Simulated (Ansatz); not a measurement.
Take the following structure.

```xyz
4
Lattice="4.2249 0.0000 0.0000 0.0000 4.2249 0.0000 0.0000 0.0000 3.9080" Properties=species:S:1:pos:R:3 pbc="T T T"
Ga    0.0000    2.1125    1.9540
Ga    2.1125    2.1125    0.0000
Ga    2.1125    0.0000    1.9540
Se    0.0000    0.0000    0.0000
```

### Summarise the structure in words.

The solid is Ga3Se. The atoms follow space group P4/mmm (No. 123); the Bravais lattice is primitive tetragonal. The cell holds 4 atoms (3 Ga, 1 Se), Z = 1. Se is coordinated by twelve Ga in a cuboctahedral arrangement at 2.88 to 2.99 Å. The bonds build a three-dimensional framework.

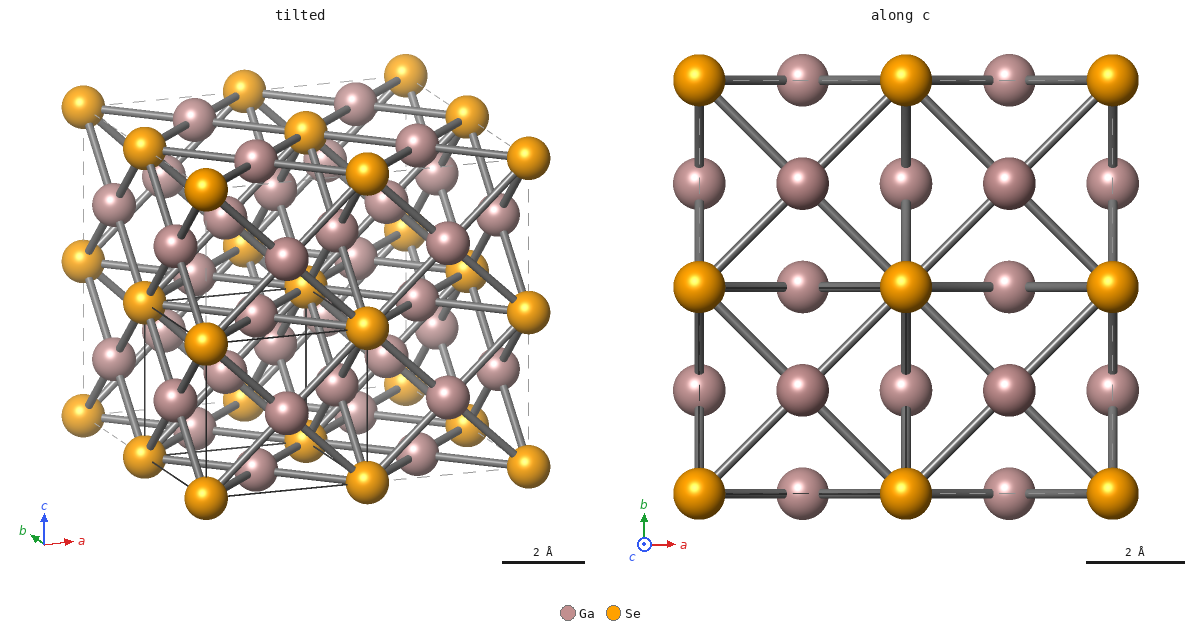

Crystal structure, ball-and-stick style, seen slightly off an axis and along the c axis. The structure is repeated 2×2×2 times; solid lines mark one conventional unit cell. Colours: gallium pink, selenium orange.

Provenance: a structure listed in the Materials Project. The cell was then strained or its atoms displaced on purpose. Ansatz was used for an electronic-structure calculation on it.

At this level of theory the run's own cell isn't at rest (compressed, at 5 GPa), so its distances can differ from those at equilibrium, the more so the softer the solid.
